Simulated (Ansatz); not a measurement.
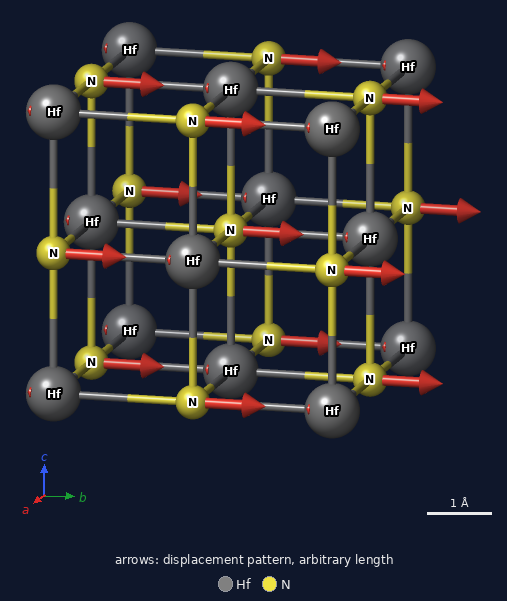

One vibrational mode of a crystal of HfN relaxed at −3 GPa at the zone centre. The red arrows give the relative displacements of the atoms. The picture is a ball-and-stick view of the conventional cell (4 times the calculation's cell), seen slightly off an axis. Lengths and directions refer to the drawn axes.

All numbers below come from Ansatz 0.2.0, DFT PBE, scalar-relativistic, plane waves, PAW.

The input:
```yaml
crystal:
  lattice:
    - [0.0, 2.2832649688, 2.2832649688]
    - [2.2832649688, 0.0, 2.2832649688]
    - [2.2832649688, 2.2832649688, 0.0]
  atoms:
    - { symbol: Hf, position: [0.0, 0.0, 0.0] }
    - { symbol: "N", position: [0.5, 0.5, 0.5] }
basis:
  ecutwfc: 420
kpoints:
  mp_grid: { grid: [16, 16, 16] }
hamiltonian:
  xc: pbe
scf:
  occupations: { method: fermi_dirac, width: 0.15 }
output:
  eigenvalues: true
phonons:
  method: dfpt
  eigenvectors: true
```

Run as
```bash
ansatz run input.yaml --threads 1 --pin off --max-ram 3072MiB --backend cpu --events-out ev --progress --plain --runs-dir out
```

The frequencies depend somewhat on the k-mesh and the smearing.

Question: Describe the mode and give its frequency.

Answer: This is the T₁u mode (triply degenerate; one member of the set is drawn) at 466 cm⁻¹, the only optical level, infrared-active by symmetry. The N sublattice moves against the Hf sublattice, along b; it stretches the shortest Hf–N bonds (2.28 Å); the kinetic energy is shared as N 93 %, Hf 7 %. The crystal is a metal, so free carriers screen the infrared response.
